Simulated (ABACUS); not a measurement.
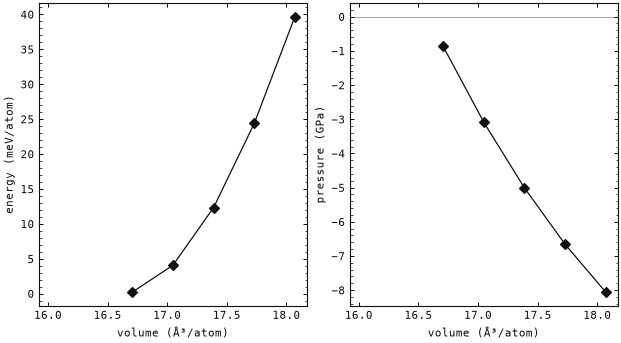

The plot gives the computed energy and pressure against volume for Ag, space group Fm-3m (No. 225).

Structure:
```
CELL_PARAMETERS angstrom
0.00000 2.04275 2.04275
2.04275 0.00000 2.04275
2.04275 2.04275 0.00000
ATOMIC_POSITIONS crystal
Ag 0.00000 0.00000 0.00000
```

Computed with ABACUS 3.10.1: DFT in plane waves or numerical atomic orbitals with pseudopotentials, no spin polarisation; energies at scaled volumes of the given cell, shape and fractions fixed, counted from the fit's minimum, third-order Birch-Murnaghan fit. Level: PBEsol.

k mesh 11×11×11; occupations Fermi–Dirac; smearing width 0.05 eV; potentials PseudoDojo NC SR 0.4.1 PBEsol standard; wave cutoff 1116 eV; density cutoff 4463 eV; program settings basis pw.

The points at volume 16.03 Å³/atom and 16.37 Å³/atom are left out of the plot. What values does the calculation give there?

| volume (Å³/atom) | energy (meV/atom) | pressure (GPa) |
| --- | --- | --- |
| 16.03 | 8.47 | 4.72 |
| 16.37 | 1.42 | 1.78 |
